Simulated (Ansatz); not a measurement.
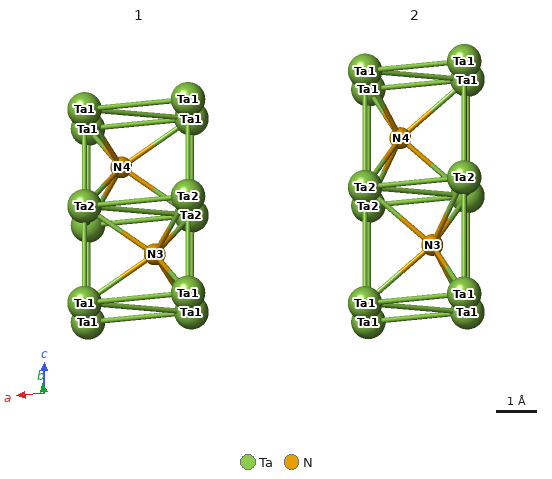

Two geometries of crystalline TaN (set up in P6_3/mmc) (coarse preliminary run), drawn at one scale. One is the start of a relaxation, the other its converged end. Style: ball-and-stick. Shown: the cell of the calculation, from a free direction.

These are results of DFT PBE, scalar-relativistic, plane waves, PAW (Ansatz), not measurements. Settings: plane-wave cutoff 420 eV; k-point mesh 6 × 6 × 4; occupations gaussian; smearing width 0.1 eV; no spin polarisation; cell and atoms relaxed; force threshold 0.05 eV/Å; at most 80 steps.

> Which one is relaxed?

Structure 2 is the relaxed one. The atoms keep their places relative to the cell (all moves are under 0.005 Å). The volume changes by +10.1 %, with a = b 3.048 → 2.918 Å (−4.3 %), c 4.918 → 5.906 Å (+20.1 %). Among the contacts that change: Ta1–Ta2 2.459 → 2.953 Å, Ta1–Ta1 3.048 → 2.918 Å, Ta1–N3 2.147 → 2.240 Å. Bond angles that change, for instance: Ta1–N4–Ta2 69.9° → 82.5°, Ta1–N4–Ta1 90.5° → 81.3°, Ta1–N4–Ta2 131.6° → 135.8°. The space group stays P6_3/mmc (No. 194). The energy falls by 2.760 eV per cell of the calculation in 6 accepted moves (8 points after the start). All forces vanish by symmetry, so only the cell relaxes. Pressure: 59.40 GPa at the start and 0.09 GPa at the end. At 2 points the geometry stayed and the basis and grid were re-selected for the new cell (energy shift of 88.5 meV per cell of the calculation at most each time).
